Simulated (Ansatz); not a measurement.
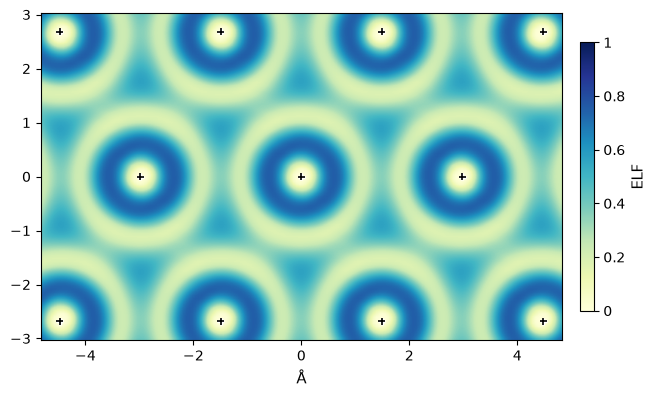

The ELF on a plane through atoms (crosses mark nuclei in the plane).

The calculation used DFT, RPBE, plane waves (420 eV) with PAW, scalar-relativistic in Ansatz.

Candidates:
A. Ru, a = 2.65 Å, b = 2.65 Å, c = 8.50 Å, α = 90.00°, β = 90.00°, γ = 120.00°. Space group P6₃/mmc; set up as Ru, dhcp; a generated structure, not necessarily the stable one; changed on purpose from its base cell (volume × 0.92); computed pressure about 29 GPa in this cell; computed without spin polarisation.
B. Fe, a = 2.38 Å, b = 2.38 Å, c = 3.75 Å, α = 90.00°, β = 90.00°, γ = 120.00°. Space group P6₃/mmc; set up as Fe, hcp; a generated structure, not necessarily the stable one; changed on purpose from its base cell (volume × 0.88); computed pressure about 46 GPa in this cell; the program warned that a starting moment wasn't kept; spin-polarised, but the moments vanished.
C. Ta, a = 2.99 Å, b = 5.36 Å, c = 10.27 Å, α = 90.00°, β = 90.00°, γ = 90.01°. Space group Fddd; set up as Ta, beta-Sn type; a generated structure, not necessarily the stable one; changed on purpose from its base cell (volume × 1.08); computed pressure about −12 GPa in this cell.

Q: Which system is this?

A: Candidate C: Ta on the (001) plane of the conventional cell, which holds Ta. Ta–Ta (2.99 Å): the ELF is about 0.35 at the midpoint. Ta–Ta (3.07 Å): the ELF is about 0.35 at the midpoint.
